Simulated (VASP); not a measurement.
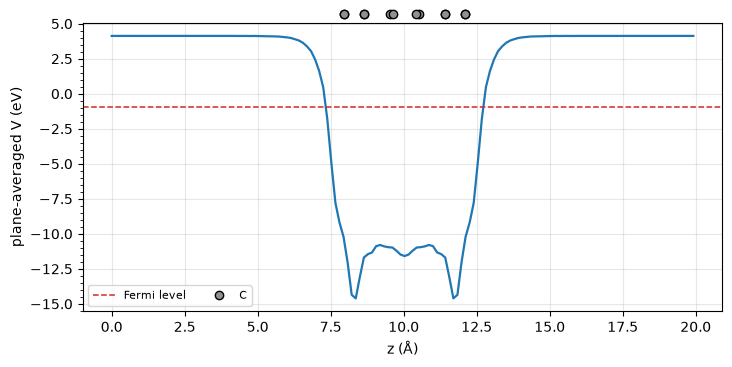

Figure. C (slab). Plane average of the electrostatic potential (local pseudopotential plus Hartree) felt by an electron across the slab. Circles mark the heights of the atoms.

Method: Kohn-Sham DFT of a periodic cell, PBEsol, VASP PAW PBE potentials, recommended (VASP).

In a PAW calculation such maps are meaningful between the atoms, not at the nuclei.

> How far above the Fermi level of the calculation is the vacuum level?

5.0 eV. The slab has a gap, so the Fermi level lies inside it and this isn't a work function in the metallic sense.

> How thick is the slab, and how wide the vacuum?

The outermost nuclei are 4.2 Å apart, in 6 atomic planes; the vacuum between periodic images is 15.9 Å wide.
